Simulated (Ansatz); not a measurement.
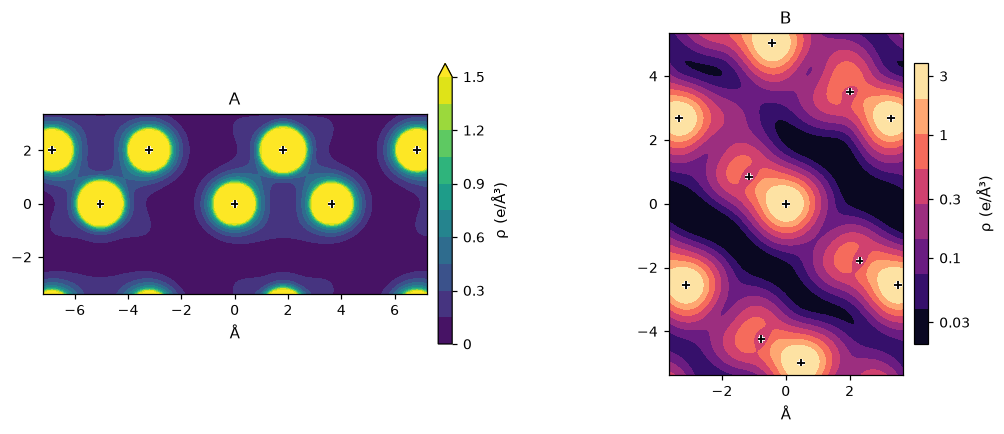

The valence electron density of 2 systems, each on a plane through atoms (crosses mark nuclei in the plane).

Computed with DFT PBE+D3(BJ), scalar-relativistic, plane waves, PAW (Ansatz).

System 1: Te2Mo, the (110) plane of the conventional cell. Space group P6₃/mmc; computed without spin polarisation.

```
Te Mo
1.0
     3.49640    0.00000    0.00000
    -1.74820    3.02797    0.00000
     0.00000    0.00000   13.70084
Te Mo
4 2
Direct
  0.33333 0.66667 0.61734
  0.66667 0.33333 0.11734
  0.33333 0.66667 0.88266
  0.66667 0.33333 0.38266
  0.33333 0.66667 0.25000
  0.66667 0.33333 0.75000
```

System 2: B13N12 (cell charge +2, with a compensating background) (cell with a defect), the (011) plane of the calculation cell. Spin-polarised.

```cif
data_structure
_symmetry_space_group_name_H-M 'P 1'
_symmetry_Int_Tables_number 1
_cell_length_a 6.6420
_cell_length_b 6.6420
_cell_length_c 6.6420
_cell_angle_alpha 98.454
_cell_angle_beta 111.012
_cell_angle_gamma 119.632
_cell_volume 217.95
loop_
_atom_site_label
_atom_site_type_symbol
_atom_site_fract_x
_atom_site_fract_y
_atom_site_fract_z
_atom_site_occupancy
B1 B 0.47831 0.22363 0.73878 1
B2 B 0.36760 0.03641 0.33235 1
B3 B 0.69755 0.03644 0.66226 1
B4 B 0.51199 0.76550 0.24698 1
B5 B 0.81952 0.24094 0.07940 1
B6 B 0.30873 0.48699 0.82772 1
B7 B 0.83356 0.74548 0.57514 1
B8 B 0.15496 0.24091 0.41488 1
B9 B 0.65275 0.48700 0.17173 1
B10 B 0.98712 0.99931 0.00565 1
B11 B 0.98076 0.48165 0.49437 1
B12 B 0.16383 0.74550 0.90539 1
N1 N 0.53228 0.95160 0.41276 1
N2 N 0.33125 0.66821 0.99703 1
N3 N 0.66466 0.66823 0.33043 1
N4 N 0.43688 0.35734 0.91393 1
N5 N 0.88487 0.95982 0.75262 1
N6 N 0.33533 0.17043 0.49320 1
N7 N 0.81876 0.40629 0.24515 1
N8 N 0.20062 0.95978 0.06841 1
N9 N 0.67074 0.17047 0.82855 1
N10 N 0.96929 0.63585 0.66004 1
N11 N 0.97437 0.14775 0.16685 1
N12 N 0.15457 0.40625 0.58101 1
B13 B 0.21082 0.10530 0.88795 1
```

### Match each panel to its system.

Panel A is system 1, Te2Mo: the plane holds Te and Mo. Te–Mo (2.72 Å): the density is about 0.45 e/Å³ at the midpoint. Panel B is system 2, B13N12: the plane holds B and N. B–N (1.42 Å): ρ at the midpoint is about 1.9 e/Å³.
